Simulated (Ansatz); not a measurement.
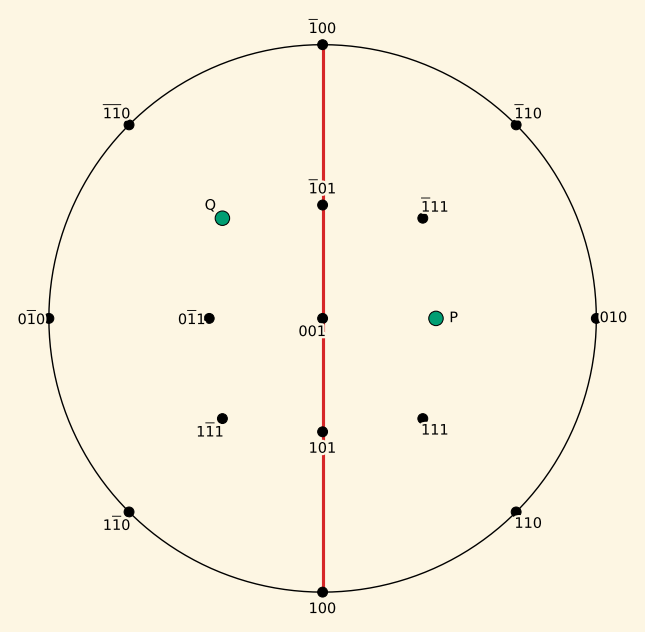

For Co, the input geometry of an electronic-structure calculation (not necessarily at equilibrium): stereographic projection of plane normals (upper hemisphere) centred on (0 0 1). Geometry calculated from the standardised cell; symmetry tolerance 0.002 Å.

a = 3.420 Å, b = 3.420 Å, c = 3.420 Å, α = 90.00°, β = 90.00°, γ = 90.00°.

Index the poles marked P, Q.

Answer. P is (0 1 1), 45.0° from the centre; Q is (−1 −1 1), 54.7° from the centre.

Which zone does the coloured great circle trace?

Answer. The zone [0 1 0]: its poles satisfy k = 0.

What is the angle between the normals of (−1 0 0) and (−1 1 1), and what are their d_hkl = 1/|g|?

Answer. 54.7°; d = 3.420 Å and 1.975 Å.
